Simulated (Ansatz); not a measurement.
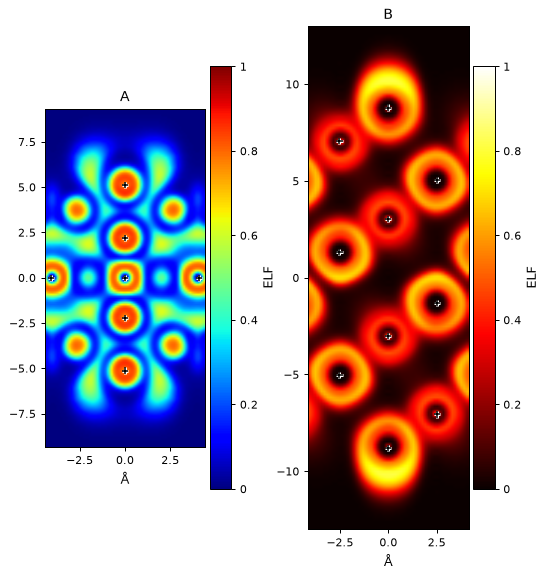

The electron localisation function of 2 systems, each on a plane through atoms (crosses mark nuclei in the plane).

Computed with Ansatz, DFT PBEsol, scalar-relativistic, plane waves, PAW.

System 1: Bi2Te3 (slab), the (110) plane of the calculation cell, a cut from vacuum to vacuum. Built by placing these elements on a known structure type.

System 2: Hf2N (slab), the (110) plane of the calculation cell, a cut from vacuum to vacuum. 

### Which map belongs to which system?

Panel A is system 2, Hf2N: the plane holds Hf and N. Hf–Hf (2.92 Å): the ELF is about 0.15 at the midpoint: no localised pair shows between them. Panel B is system 1, Bi2Te3: the plane holds Te and Bi. Bi–Te (3.06 Å): the ELF peaks at about 0.65 in the valence shell of Te, 1.3 Å from its nucleus, and drops to about 0.35 between the two atoms.
